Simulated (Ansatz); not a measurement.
**Geometry relaxation, with input and output: Al$_{2}$Cu (part 2 of 2)**

Al$_{2}$Cu (I4/mcm, 6 atoms in the cell); DFT PBE+D3(BJ), scalar-relativistic, plane waves, PAW, no spin polarisation (Ansatz 0.2.0); cutoff 420 eV, 10×10×10 k-mesh, Gaussian smearing of 0.1 eV. The structure derives from an entry of the Crystallography Open Database.

Geometry of the input (Å; fractional positions):
```
-3.0335  3.0335  2.4385
3.0335  -3.0335  2.4385
3.0335  3.0335  -2.4385
Al 0.1581  0.6581  0.8162
Al 0.6581  0.8419  0.5000
Al 0.8419  0.3419  0.1838
Al 0.3419  0.1581  0.5000
Cu 0.7500  0.7500  0.0000
Cu 0.2500  0.2500  0.0000
```

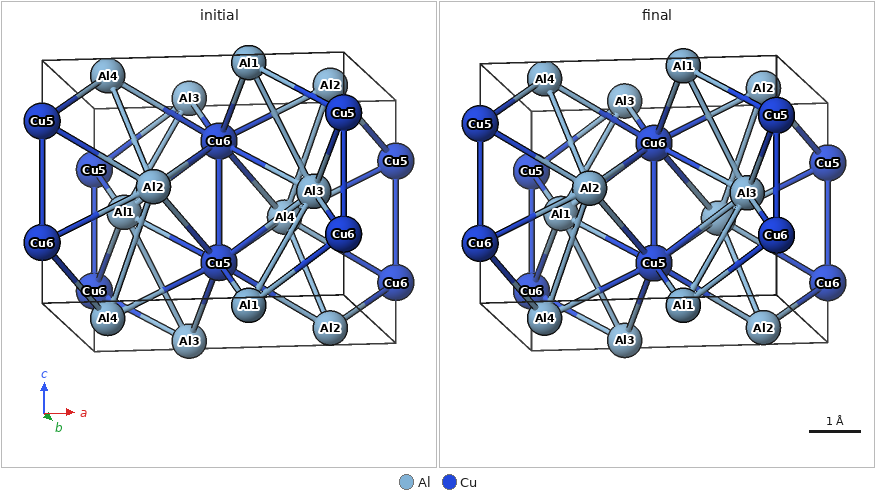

*Before (left) and after (right) the relaxation, at one scale (ball-and-stick view of the cell 2 times as large as that of the calculation, set on its symmetry axes, seen at an oblique angle).*

Over 3 geometry steps the energy falls by 11.3 meV per atom. The largest force component goes from 0.018 to 0.00041 eV/Å. The pressure goes from −4.80 to −0.01 GPa. No atom moves by more than 0.005 Å relative to the cell. The drawn cell changes as follows: a = b 6.067 → 5.964 Å (−1.7 %), c 4.877 → 4.810 Å (−1.4 %); the volume changes by −4.7 %. Among the contacts that change: Al1–Al3 2.713 → 2.669 Å, Al1–Cu5 2.590 → 2.548 Å, Cu5–Cu6 2.438 → 2.405 Å. The space group stays I4/mcm (No. 140). A last SCF at the same geometry on a re-selected plane-wave basis shifts the energy by +0.3 meV per atom. (Atoms are counted from 1 in the order of the input.)

```
basis re-selected at this cell: Δ(F+E_penalty+E_count) = +1.561e-3 eV, ΔP = -0.009 GPa vs the last step (what re-selecting the basis moved, of the pressure what is left beyond the Pulay correction that the steps carried, after the strain that the cell walked since its last selection, with what the two solves' SCF thresholds leave and, on support functions, any second-order correction that the steps lacked; it is no measure of the basis error at this ecutwfc). This SCF's stress stands 2.46e-2 GPa from its target on what of the cell is left free (relax.cell.stress_tol is 5.00e-2 GPa) and its largest allowed force component is 4.12e-4 eV/Å (relax.f_tol is 5.00e-3 eV/Å): within both
SCF converged after 6 iterations
Free energy (F): -15403.793702 eV
Harris-Foulkes:  -15403.793702 eV  (|F-HF|=3.64e-12)
Internal energy: -15403.784393 eV  (E = F + TS)
E sigma→0 (E₀):  -15403.789047 eV
Entropy (-TS):   -0.009310 eV (-1.552 meV/atom)
Fermi energy:    10.954310 eV
--- Per-component energies (eV) ---
  E_band       = -908.142974
  E_kinetic    = 695.004657
  E_local      = -12317.526750  (includes V_loc(G=0)·N_el)
  E_nonlocal   = 808.173969
  E_hartree    = 5578.626610
  E_xc         = -342.148779
  E_vxc        = -352.513739  (∫ρ·V_xc dr)
  E_paw        = -5184.342710  (= ΣΔE_a)
  E_vpaw       = -898.535513  (= ΣTr[D̂ρ^β])
  E_aug_tail   = 0.000565  (compensation charges beyond the density's cutoff)
  E_ewald      = -4639.062762
  E_disp       = -2.509192  (pairwise vdW)
  E_smearing   = -0.009310  (= −TS)
  E_closure    = 0.000000  (closes the sum)
  Σ components = -15403.793702   (vs F -15403.793702, Δ=0.00e0)
--- Forces (eV/Å), atoms counted from 1 ---
  atom   1  Al     0.00041209     0.00041209     0.00000000
  atom   2  Al    -0.00041209     0.00041209     0.00000000
  atom   3  Al    -0.00041209    -0.00041209     0.00000000
  atom   4  Al     0.00041209    -0.00041209     0.00000000
  atom   5  Cu     0.00000000     0.00000000     0.00000000
  atom   6  Cu     0.00000000     0.00000000     0.00000000
  max |Σ_I F_I| component: 1.73e-17 eV/Å
--- Stress (GPa, compression-positive) ---
       -0.024606      -0.000000       0.000000
       -0.000000      -0.024606       0.000000
        0.000000       0.000000       0.022951
  P = ⅓ Tr σ = -0.0088 GPa (-0.088 kbar)
--- Band table (eV; the first three rows and the last of 102) ---
  k-point 0: bands = ["-102.8791", "-102.8686", "-60.2536", "-60.2536", "-60.2434", "-60.2434", "-60.2429", "-60.1321", "-0.1125", "5.4721", "5.6610", "5.6610", "5.6828", "6.6332", "6.7614", "7.0969", "7.4153", "7.6873", "7.6873", "7.9284", "7.9284", "8.9241", "9.5021", "9.6842", "9.6842", "10.0992", "10.7556", "10.9636", "12.5294", "12.5294", "12.6682"]
  k-point 1: bands = ["-102.8791", "-102.8685", "-60.2536", "-60.2536", "-60.2434", "-60.2434", "-60.2429", "-60.1321", "-0.0279", "5.3443", "5.6407", "5.6581", "5.6881", "6.5839", "6.7765", "7.0603", "7.2763", "7.3304", "7.6865", "7.6873", "8.0480", "9.3110", "9.3608", "9.3786", "9.7928", "10.2401", "11.0349", "11.4229", "12.7675", "12.8279", "12.8362"]
  k-point 2: bands = ["-102.8791", "-102.8686", "-60.2536", "-60.2536", "-60.2434", "-60.2434", "-60.2429", "-60.1321", "0.2247", "4.7369", "5.5892", "5.6862", "5.7646", "6.4792", "6.7404", "6.8206", "6.8955", "7.2294", "7.6844", "7.6873", "8.3551", "8.8558", "8.9020", "9.5656", "10.0070", "10.2101", "12.1958", "12.3351", "13.3462", "13.3657", "13.4654"]
  k-point 101: bands = ["-102.8791", "-102.8686", "-60.2537", "-60.2537", "-60.2433", "-60.2433", "-60.2429", "-60.1321", "3.7797", "3.7889", "3.9930", "3.9930", "5.4412", "5.9853", "5.9853", "6.2563", "6.4238", "6.7257", "6.7259", "7.0683", "7.5514", "7.6795", "7.6795", "9.1411", "13.5443", "13.9085", "13.9085", "14.4012", "15.1981", "15.8521", "15.8521"]
--- Relaxed structure (4 steps of the walk, 4 accepted, 1 SCFs on fresh bases) ---
  F+E_penalty+E_count = -15403.79370242 eV   max|allowed force component| = 4.121e-4 eV/Å   (the final SCF, on the basis selected at the relaxed cell)
  cell:  # Å, volume = 85.5630 Å³
    - [-2.98220989748879, 2.98220989748879, 2.4051913645214507]
    - [2.98220989748879, -2.98220989748879, 2.4051913645214507]
    - [2.98220989748879, 2.98220989748879, -2.4051913645214507]
  atoms:
    - { symbol: Al, position: [0.15820484531948822, 0.6582048453194882, 0.8164096906389764] }
    - { symbol: Al, position: [0.6582048453194881, 0.8417951546805116, 0.4999999999999999] }
    - { symbol: Al, position: [0.8417951546805116, 0.3417951546805117, 0.18359030936102347] }
    - { symbol: Al, position: [0.3417951546805117, 0.15820484531948822, 0.4999999999999999] }
    - { symbol: Cu, position: [0.7499999999999999, 0.7499999999999999, 8.935241243493542e-20] }
    - { symbol: Cu, position: [0.24999999999999997, 0.24999999999999997, 8.935241243493536e-20] }
```

**Trajectory as extended XYZ (Å, eV, eV/Å), 5 frames, from step=1 to step=5**
```
6
Lattice="-3.0335 3.0335 2.4385 3.0335 -3.0335 2.4385 3.0335 3.0335 -2.4385" Properties=species:S:1:pos:R:3:forces:R:3 step=1 energy=-15403.72756 pressure_GPa=-4.80
Al    3.9927    0.9592    0.0000    0.0180   0.0180   0.0000
Al    2.0743    0.9592    2.4385   -0.0180   0.0180   0.0000
Al   -0.9592    2.0743    2.4385   -0.0180  -0.0180   0.0000
Al    0.9592    2.0743    0.0000    0.0180  -0.0180   0.0000
Cu    0.0000    0.0000    3.6578    0.0000   0.0000   0.0000
Cu    0.0000    0.0000    1.2192    0.0000   0.0000   0.0000
6
Lattice="-2.9892 2.9892 2.4131 2.9892 -2.9892 2.4131 2.9892 2.9892 -2.4131" Properties=species:S:1:pos:R:3:forces:R:3 step=2 energy=-15403.79096 pressure_GPa=-0.92
Al    3.9280    0.9388    0.0000    0.0696   0.0696   0.0000
Al    2.0504    0.9388    2.4131   -0.0696   0.0696   0.0000
Al   -0.9388    2.0504    2.4131   -0.0696  -0.0696   0.0000
Al    0.9388    2.0504    0.0000    0.0696  -0.0696   0.0000
Cu    0.0000    0.0000    3.6197    0.0000   0.0000   0.0000
Cu    0.0000    0.0000    1.2066    0.0000   0.0000   0.0000
6
Lattice="-2.9820 2.9820 2.4041 2.9820 -2.9820 2.4041 2.9820 2.9820 -2.4041" Properties=species:S:1:pos:R:3:forces:R:3 step=3 energy=-15403.79526 pressure_GPa=0.07
Al    3.9251    0.9431    0.0000    0.0036   0.0036   0.0000
Al    2.0389    0.9431    2.4041   -0.0036   0.0036   0.0000
Al   -0.9431    2.0389    2.4041   -0.0036  -0.0036   0.0000
Al    0.9431    2.0389    0.0000    0.0036  -0.0036   0.0000
Cu    0.0000    0.0000    3.6061    0.0000   0.0000   0.0000
Cu    0.0000    0.0000    1.2020    0.0000   0.0000   0.0000
6
Lattice="-2.9822 2.9822 2.4052 2.9822 -2.9822 2.4052 2.9822 2.9822 -2.4052" Properties=species:S:1:pos:R:3:forces:R:3 step=4 energy=-15403.79526 pressure_GPa=-0.00
Al    3.9258    0.9436    0.0000    0.0005   0.0005   0.0000
Al    2.0386    0.9436    2.4052   -0.0005   0.0005   0.0000
Al   -0.9436    2.0386    2.4052   -0.0005  -0.0005   0.0000
Al    0.9436    2.0386    0.0000    0.0005  -0.0005   0.0000
Cu    0.0000    0.0000    3.6078    0.0000   0.0000   0.0000
Cu    0.0000    0.0000    1.2026    0.0000   0.0000   0.0000
6
Lattice="-2.9822 2.9822 2.4052 2.9822 -2.9822 2.4052 2.9822 2.9822 -2.4052" Properties=species:S:1:pos:R:3:forces:R:3 step=5 energy=-15403.79370 pressure_GPa=-0.01
Al    3.9258    0.9436    0.0000    0.0004   0.0004   0.0000
Al    2.0386    0.9436    2.4052   -0.0004   0.0004   0.0000
Al   -0.9436    2.0386    2.4052   -0.0004  -0.0004   0.0000
Al    0.9436    2.0386    0.0000    0.0004  -0.0004   0.0000
Cu    0.0000    0.0000    3.6078    0.0000   0.0000   0.0000
Cu    0.0000    0.0000    1.2026    0.0000   0.0000   0.0000
```

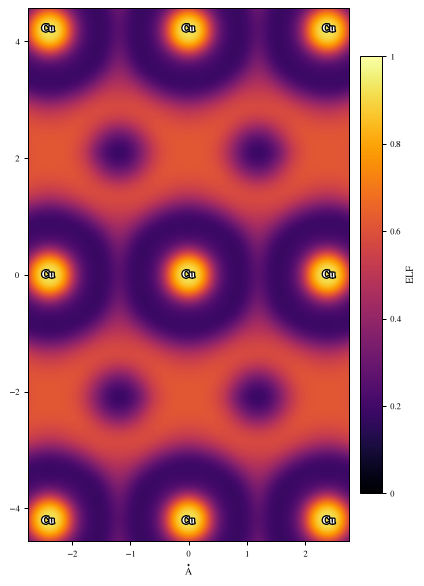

*ELF on the (110) plane of the conventional cell.*

Atoms in the plane: Cu. Cu–Cu (2.41 Å): the ELF is about 0.25 at the midpoint; no localised pair between them. The strong features right at Cu lie inside the PAW spheres (semicore, d or f shells) and say nothing about bonding. In a PAW calculation such maps are meaningful between the atoms, not at the nuclei.

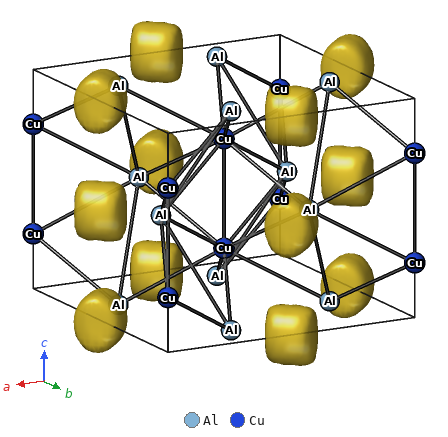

*Isosurface of the ELF at 0.7 (yellow), seen at an oblique angle. Core shells and regions of very low density are left out. Sticks mark near contacts. The outline is the cell set on symmetry axes.*

Along the contacts the grid gives the following. Cu–Cu (2.41 Å): the ELF is about 0.25 at the midpoint; no localised pair between them. Al–Cu (2.55 Å): the ELF peaks at about 0.65 between the atoms.

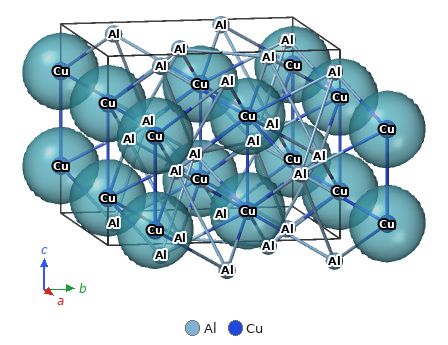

*Isosurface of the valence charge density (pseudo) at 0.5 e/Å³ (cyan), seen slightly off an axis. Sticks mark near contacts. The outline is the cell set on symmetry axes.*

At this value the density breaks into separate islands; it holds about 65 % of the electrons treated as valence (semicore included). It is pinched off along the Cu–Cu (2.41 Å), Al–Cu (2.55 Å), Al–Al (2.67 Å) and Al–Al (2.86 Å) contacts. On the grid the lowest density along these lines, outside the cores, is 0.37 e/Å³ (Cu–Cu, 2.41 Å), 0.25 e/Å³ (Al–Cu, 2.55 Å), 0.26 e/Å³ (Al–Al, 2.67 Å) and 0.21 e/Å³ (Al–Al, 2.86 Å).

**Key numbers**

- outcome: converged
- space group (tolerance 0.01 Å): I4/mcm (140)
- electrons treated: 50
- free energy: −15403.7937 eV
- Fermi energy: 10.954 eV
- gap on the k-point mesh: none (metallic)
- pressure: −0.01 GPa
- final volume: 85.56 Å³
- largest force (length of the vector) at the end: 0.001 eV/Å
- final cell: a = 4.855 Å, b = 4.855 Å, c = 4.855 Å, α = 104.21°, β = 104.21°, γ = 120.61°
- wall time: 21 s (CPU time 82 s)
- peak memory: 0.56 GiB
